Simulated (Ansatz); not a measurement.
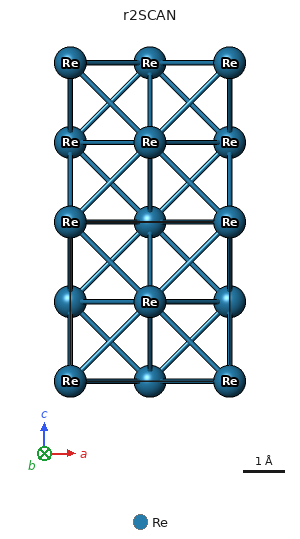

A crystal of Re (set up in Fm-3m), relaxed (cell and atoms) with several functionals. The picture shows the result with r2SCAN. Style: ball-and-stick. Shown: the conventional cell (4 times the calculation's cell), repeated 1 × 1 × 2 with one cell outlined, along the b axis. Lengths and directions refer to the drawn axes.

Computed with Ansatz 0.2.0: Ansatz PAW. Set-up: plane-wave cutoff 420 eV; k-point mesh 12 × 12 × 12; occupations fermi-dirac; smearing width 0.05 eV; no spin polarisation; cell and atoms relaxed; force threshold 0.01 eV/Å.

| functional | volume (Å³/atom) | a (Å) |
| --- | --- | --- |
| r2SCAN | 14.755 | 3.893 |
| PBEsol | ? | ? |
| LDA | 14.391 | 3.861 |
| PBE | 15.006 | 3.915 |

Q: Estimate the missing row from the others, and compare with the calculation.

A: With PBEsol the volume falls between LDA (14.391) and r2SCAN (14.755). The calculation gives 14.610 Å³/atom (a = 3.881 Å). In order of volume: LDA < PBEsol < r2SCAN < PBE; the spread is 4.3 %.

Each member starts from this one structure; whether another phase lies lower wasn't checked.
